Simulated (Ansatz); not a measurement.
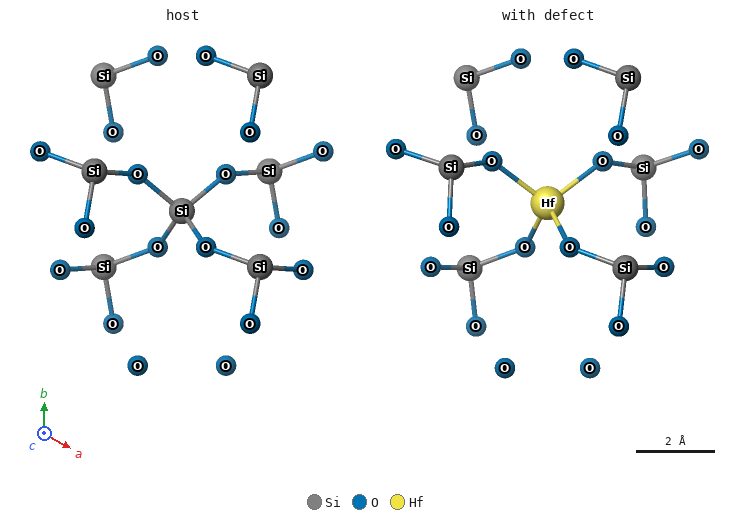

Left: perfect SiO$_{2}$. Right: the same region with one point defect, after relaxing the atoms in a supercell of 72 sites. Style: ball-and-stick. Shown: the atoms within 4.6 Å of one point, in a slice 5.0 Å thick across the line of sight, along the c axis.

Method: DFT, PBEsol, PAW, plane waves in Ansatz 0.2.0. (plane-wave cutoff 420 eV; k-point mesh 1 × 1 × 1; mesh shifted by (0.25, 0.25, 0.25); no spin polarisation) Fermi-Dirac smearing of 0.01 eV. The axes drawn are those of the host's conventional cell.

Q: What kind of defect was made?

A: A silicon atom is replaced by hafnium.

The charge state of the cell is 0.

Q: What does the relaxation do around it?

A: In the host the Si atom has 4 O at 1.62 Å; the Hf atom ends with 4 O at 1.92 to 1.93 Å. Of the host's atoms, an oxygen atom moves furthest from its site, by 0.44 Å. The Hf atom itself moves 0.21 Å from where it was put.
